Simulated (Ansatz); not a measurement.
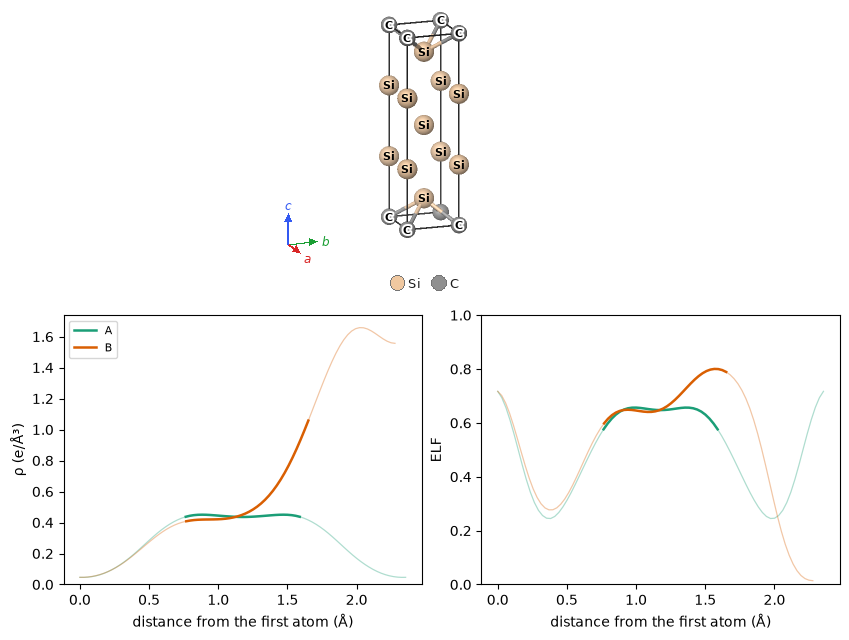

The picture shows: Si$_{5}$C. Valence pseudo-density and electron localisation function along straight lines between neighbouring atoms. Thin, pale parts lie inside the atomic spheres. The structure is drawn too.

Space group P4/mmm; a structure generated by program, which may or may not match a known phase.

The calculation used DFT PBE, scalar-relativistic, plane waves, PAW in Ansatz 0.2.0.

Core electrons are frozen (PAW), and the valence fields are smoothed inside the atomic spheres.

Q: Which curve belongs to which contact (Si–C and Si–Si)? The first atom named is at distance zero.

A: Curve A: Si–Si (2.35 Å): ρ at the midpoint is about 0.44 e/Å³; the ELF peaks at about 0.65 between the atoms. Curve B: Si–C (2.28 Å): ρ at the midpoint is about 0.44 e/Å³; the ELF peaks at about 0.80 between the atoms.
